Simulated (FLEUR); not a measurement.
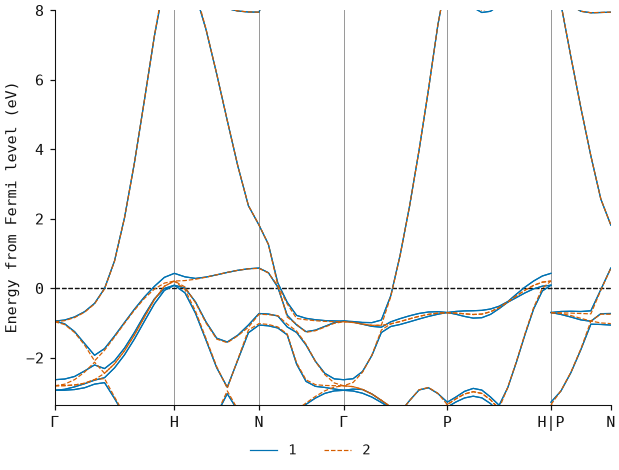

Band structures of bcc Pd, space group Im-3m, 1 atom in the primitive cell (cubic a = 3.145 Å), by two methods on the same cell. Each is counted from its own Fermi level.

Which curve is which? The methods: r2SCAN, r2SCAN+SOC.

Answer. 1 is r2SCAN+SOC; 2 is r2SCAN. r2SCAN+SOC gives a metal and r2SCAN gives a metal. Spin-orbit coupling splits levels that are degenerate without it.

Settings. r2SCAN+SOC: all-electron, spin-orbit coupling, no magnetisation, 9×9×9 k mesh, Fermi-Dirac smearing of 0.05 eV (FLEUR MaX-R8.1 (later development tree)). r2SCAN: all-electron, no spin polarisation, no spin-orbit coupling, 12×12×12 k mesh, Fermi-Dirac smearing of 0.05 eV (FLEUR MaX-R8.1 (later development tree)).

The meta-GGA is that of a development version, with a GGA for the radial functions and cores and without core tails. This isn't the form of Pd at room conditions, which is fcc.
